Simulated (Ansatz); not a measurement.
Cell and atoms:

```cif
data_structure
_symmetry_space_group_name_H-M 'P 1'
_symmetry_Int_Tables_number 1
_cell_length_a 5.0886
_cell_length_b 5.0886
_cell_length_c 5.0886
_cell_angle_alpha 90.000
_cell_angle_beta 90.000
_cell_angle_gamma 90.000
_cell_volume 131.76
loop_
_atom_site_label
_atom_site_type_symbol
_atom_site_fract_x
_atom_site_fract_y
_atom_site_fract_z
_atom_site_occupancy
Hf1 Hf 0.00000 0.00000 0.00000 1
N1 N 0.25000 0.25000 0.25000 1
Hf2 Hf 0.00000 0.50000 0.50000 1
N2 N 0.25000 0.75000 0.75000 1
Hf3 Hf 0.50000 0.00000 0.50000 1
N3 N 0.75000 0.25000 0.75000 1
Hf4 Hf 0.50000 0.50000 0.00000 1
N4 N 0.75000 0.75000 0.25000 1
```

Summarise the structure in words.

The solid is HfN. It belongs to space group F-43m (No. 216) and has a face-centred cubic lattice. The arrangement is known as zinc blende (sphalerite type). In the cell are 4 Hf, 4 N, which makes 4 formula units. Each Hf is bonded to four N in a tetrahedral arrangement at 2.20 Å. The N atoms are each bonded to four Hf in a tetrahedral arrangement at 2.20 Å. Not all metal-metal contacts are counted. The bonds build a three-dimensional framework.

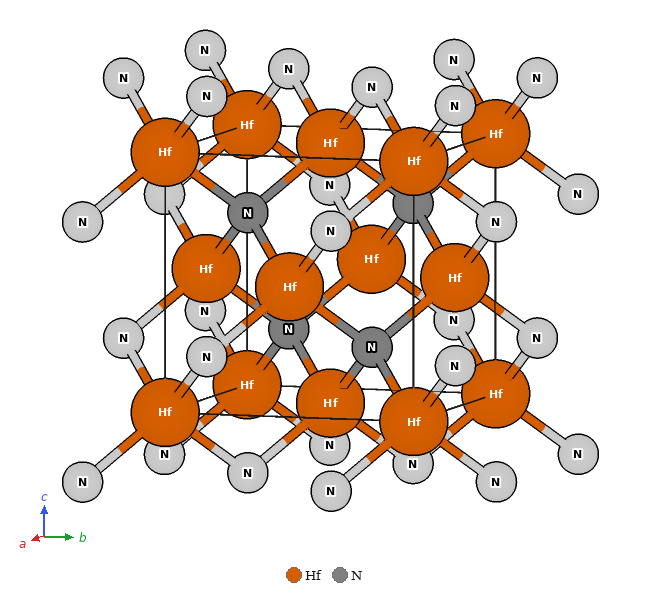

View slightly off an axis, drawn as a ball-and-stick model. The edges of the conventional unit cell are marked. Atoms of adjacent cells appear where they bond to atoms in the box, in fainter colours.

The cell started as a structure listed in the Materials Project. The cell was then strained or its atoms displaced on purpose. It was run through Ansatz as a DFT input.

At this level of theory the cell isn't at rest (stretched, at -16 GPa), so its distances can differ from those at equilibrium, the more so the softer the solid.
